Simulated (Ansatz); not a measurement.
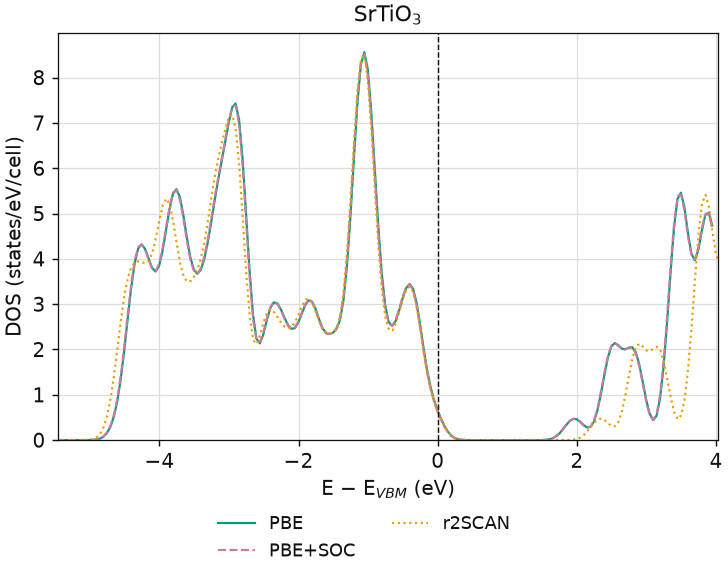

Total densities of states of SrTiO$_{3}$, space group Pm-3m (No. 221), 5 atoms in the cell, by three methods on the same cell. The curves are built from the levels of the k mesh with Gaussians 0.3 eV wide, which also blur the band edges. Each is counted from its own valence-band top.

What changes from one method to the other?

Answer. PBE gives a gap of 1.88 eV, PBE+SOC gives a gap of 1.87 eV and r2SCAN gives a gap of 2.26 eV.

Settings. PBE: DFT, PBE, plane waves, PAW, no spin polarisation, 6×6×6 k mesh, 420 eV cutoff (Ansatz). PBE+SOC: DFT, PBE with spin-orbit coupling, plane waves, PAW, 6×6×6 k mesh, 420 eV cutoff (Ansatz 0.2.0). r2SCAN: DFT, r2SCAN, plane waves, PAW, no spin polarisation, 6×6×6 k mesh, 500 eV cutoff (Ansatz 0.2.0).
